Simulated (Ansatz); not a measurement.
A periodic structure is given below.

```yaml
crystal:
  lattice:
    - [3.11664, 0.00000, 0.00000]
    - [-1.55832, 2.69909, 0.00000]
    - [0.00000, 0.00000, 11.86614]
  atoms:
    - { symbol: Mo, position: [0.66667, 0.33333, 0.25000] }
    - { symbol: Mo, position: [0.33333, 0.66667, 0.75000] }
    - { symbol: S, position: [0.33333, 0.66667, 0.38172] }
    - { symbol: S, position: [0.66667, 0.33333, 0.88172] }
    - { symbol: S, position: [0.33333, 0.66667, 0.11828] }
    - { symbol: S, position: [0.66667, 0.33333, 0.61828] }
```

What crystal do these data define?

Answer. The structure is one of MoS$_{2}$. Space group P6_3/mmc (No. 194), lattice primitive hexagonal. It belongs to the family called 2H molybdenite (MoS₂) type. Atoms per cell: 6 (2 Mo, 4 S). The polyhedra are MoS6 trigonal prisms; they share edges. Each Mo atom is coordinated by six S in a trigonal prismatic arrangement at 2.38 Å. The neighbours of S are three Mo in a trigonal pyramidal arrangement at 2.38 Å. Not all metal-metal contacts are counted. The bonds build MoS2 layers parallel to (001).

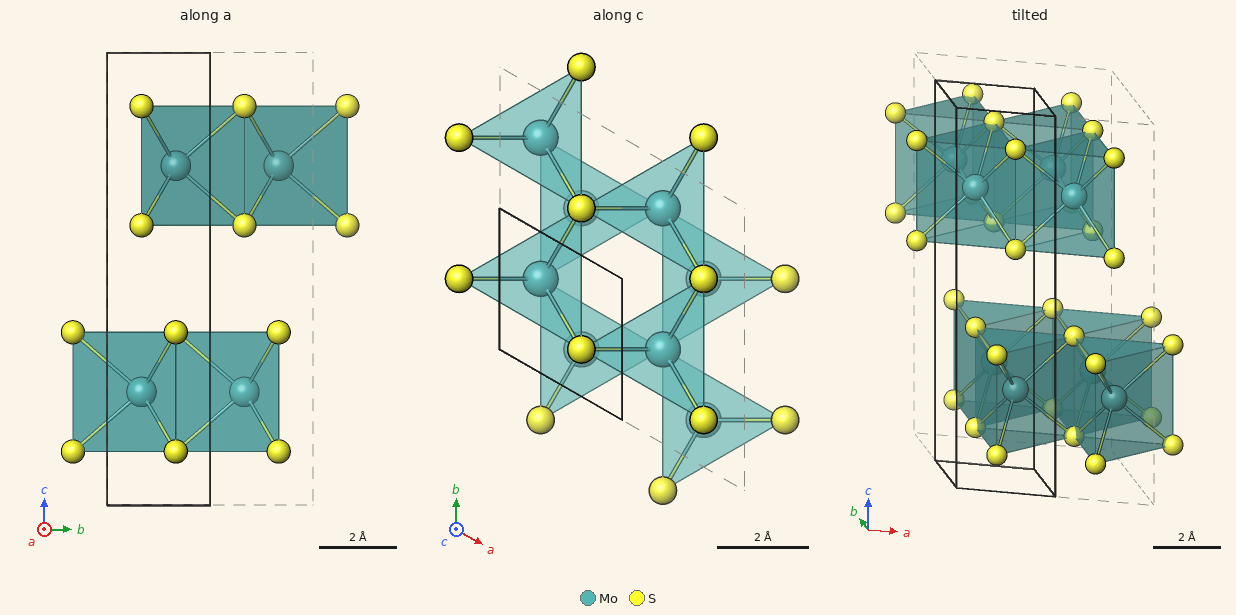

View along the a axis, along the c axis and slightly off an axis, drawn as a polyhedral model. The structure is repeated 2×2×1 times; solid lines mark one conventional unit cell. Some neighbours outside the box are added.

Starting structure: a structure listed in the Materials Project. Earlier steps of the study may have refined or changed the cell and positions. It went into a calculation with Ansatz.
